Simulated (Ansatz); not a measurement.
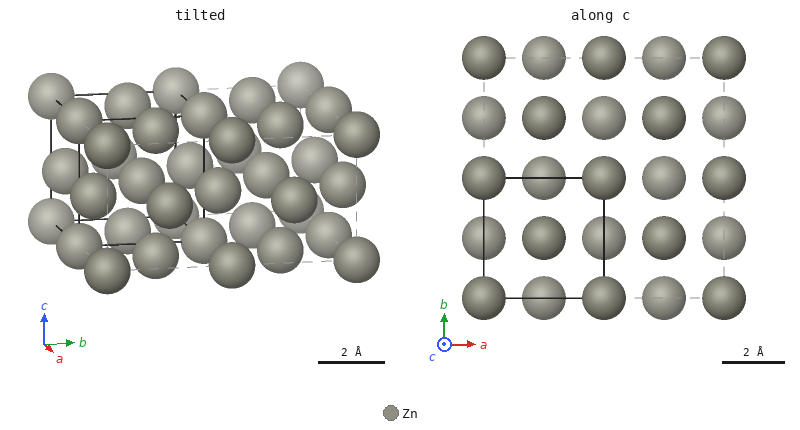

Spheres-only drawing of the structure, looking slightly off an axis and along the c axis. One conventional unit cell is drawn solid; the view covers 2×2×1 cells.

Zn, space group Fm-3m (No. 225), a = 3.93 Å, b = 3.93 Å, c = 3.93 Å, α = 90.00°, β = 90.00°, γ = 90.00°.

Results below were computed with DFT PBE, spin-orbit coupling, plane waves, PAW (Ansatz 0.2.0); the settings were an energy cutoff of 420 eV, k-points about 0.15 Å⁻¹ apart, Gaussian smearing of 0.05 eV, no moments seeded, so the run stays non-magnetic, spinor wavefunctions.

What does the calculation say: metal or gapped?

Answer. A metal: bands cross the Fermi level.

What pressure does the calculation give for this cell?

Answer. The computed pressure is 0.0 GPa, close to zero.

Provenance: a structure type filled with this element by a generator (whether the element takes this form wasn't checked). The cell was then strained or its atoms displaced on purpose. Ansatz was used for an electronic-structure calculation on it.
